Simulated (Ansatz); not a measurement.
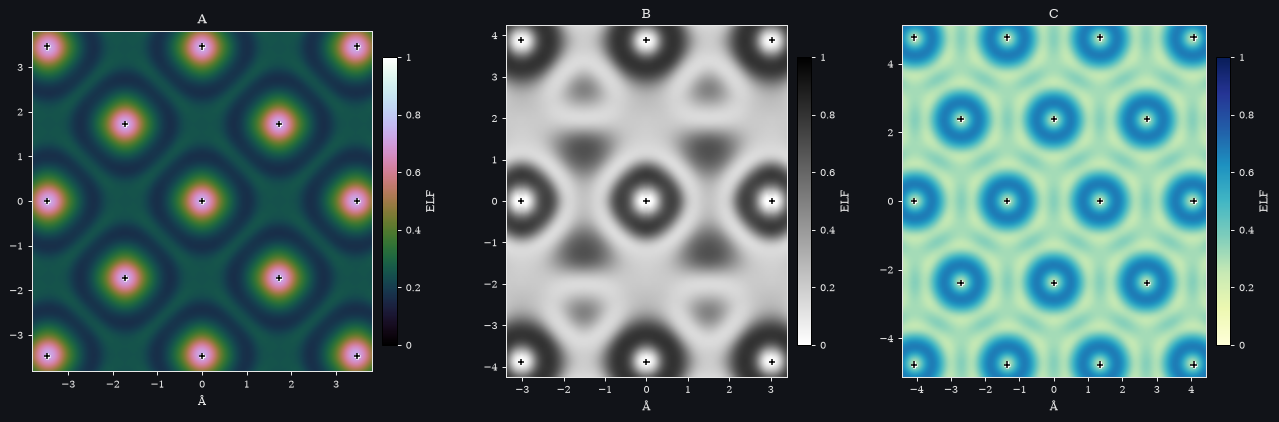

The electron localisation function of 3 systems, each on a plane through atoms (crosses mark nuclei in the plane).

Theory: DFT, PBE, PAW with Ansatz's default frozen-core files, scalar-relativistic (Ansatz).

System 1: Ir, the (101̄) plane of the conventional cell. Space group I4/mmm; changed on purpose from its base cell (zz strain of +2 %, PAW files); computed without spin polarisation.

```xyz
2
Lattice="1.9197 -1.9197 0.0000 1.9197 1.9197 0.0000 0.0000 0.0000 3.9162" Properties=species:S:1:pos:R:3 pbc="T T T"
Ir    0.0000    0.0000    0.0000
Ir    1.9197    0.0000    1.9581
```

System 2: TaN, the (100) plane of the conventional cell. Space group R-3m; changed on purpose from its base cell (equal xy, yz and zx shear strains of +3 %, PAW files); computed pressure about 15 GPa in this cell.

System 3: Ni, the (010) plane of the conventional cell. Space group Fm-3m; computed pressure about 11 GPa in this cell; spin-polarised.

Match each panel to its system.

Answer. Panel A is system 3, Ni: the plane holds Ni. Ni–Ni (2.45 Å): the ELF is about 0.25 at the midpoint (no localised pair shows between them). Panel B is system 2, TaN: the plane holds Ta and N. Ta–Ta (3.04 Å): the ELF is about 0.25 at the midpoint; no localised pair shows between them. Panel C is system 1, Ir: the plane holds Ir. Ir–Ir (2.71 Å): the ELF is about 0.35 at the midpoint; no shared electron pair shows on this line.
